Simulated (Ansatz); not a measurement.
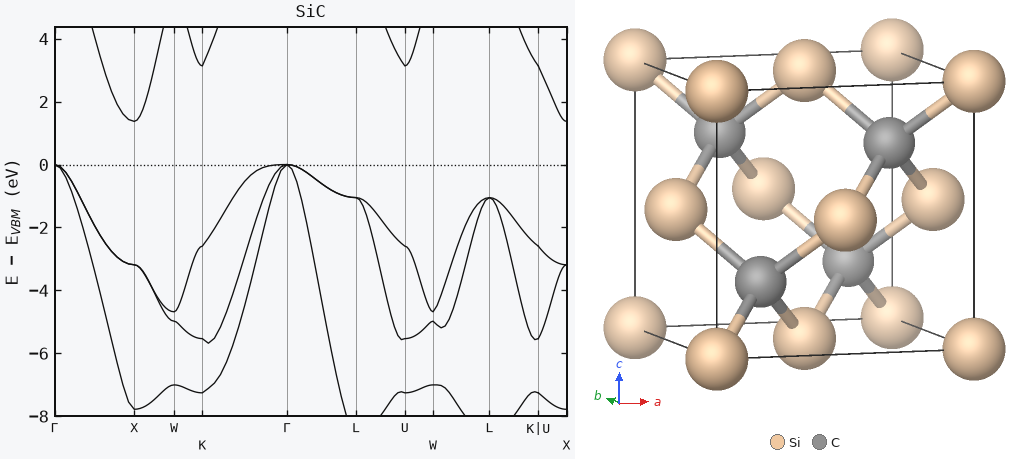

Band structure, beside the structure. Energies are counted from the top of the valence band.

Structure: zincblende SiC, space group F-43m (No. 216), 2 atoms in the primitive cell; cubic a = 4.358 Å.

Computed with Ansatz 0.2.0: RPBE, Ansatz PAW, no spin polarisation, no spin-orbit coupling, 10×10×10 k mesh, 420 eV cutoff, Fermi-Dirac smearing of 0.05 eV.

**What does the band structure say about the gap?**

The material is gapped. The gap along this path is 1.37 eV and indirect, from the valence-band top at Γ to the conduction-band bottom at X; the smallest direct gap is 4.56 eV, at X.

**How many bands meet at the valence-band top?**

Three bands meet at the valence-band top at Γ: it is triply degenerate (spin aside).

The PAW data sets were made with another functional. LDA, GGA and most meta-GGA functionals understate gaps. The cell is at 7 GPa in this functional.
